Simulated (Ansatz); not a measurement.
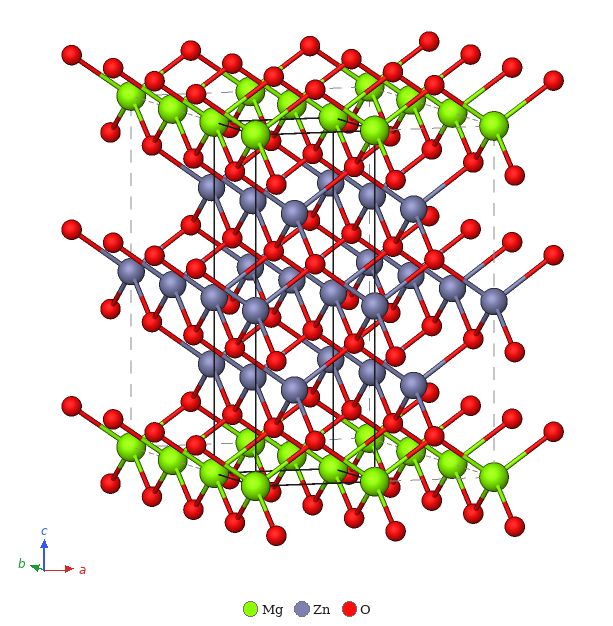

This ball-and-stick model is shown slightly off an axis. The conventional unit cell (solid box) is repeated to 2×3×1 cells. Some neighbours outside the box are added.

MgZn3O4, space group P-4m2 (No. 115), a = 3.27 Å, b = 3.27 Å, c = 9.17 Å, α = 90.00°, β = 90.00°, γ = 90.00°.

Level of theory: DFT r2SCAN, scalar-relativistic, plane waves, PAW (Ansatz). Settings were wavefunction cutoff 500 eV, k-grid 8×8×4, Gaussian smearing of 0.02 eV, no spin polarisation.

**Classify it as metallic or gapped, with the value.**

A semiconductor at this level, with a gap of 1.63 eV, direct.

Provenance: a structure type filled with these elements by a generator (whether the compound takes this form wasn't checked). Earlier steps of the study may have refined or changed the cell and positions. It went into a calculation with Ansatz.
